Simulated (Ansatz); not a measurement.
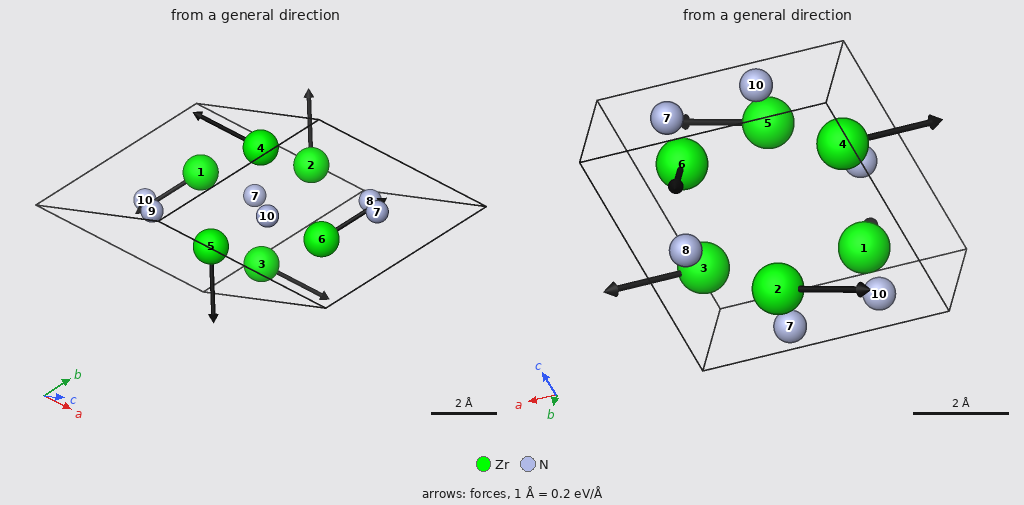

View from two general directions, drawn as a spheres-only model. Thin lines show the cell (the run's own, in a reduced setting), with boundary atoms drawn in all their periodic places. The arrows are the computed forces on the atoms.

System: Zr3N2. Calculation details: DFT PBEsol, scalar-relativistic, plane waves, PAW in Ansatz 0.2.0; plane-wave cutoff 420 eV, k-points about 0.11 Å⁻¹ apart, Gaussian smearing of 0.15 eV, no spin polarisation.

Question: Is this an equilibrium geometry?

Answer: No. The atoms still feel forces of up to about 0.38 eV/Å, far above a usual threshold of 0.01 to 0.03 eV/Å.

Origin of the cell: a structure listed in the Materials Project. The cell was then strained or its atoms displaced on purpose. Ansatz was used for an electronic-structure calculation on it.
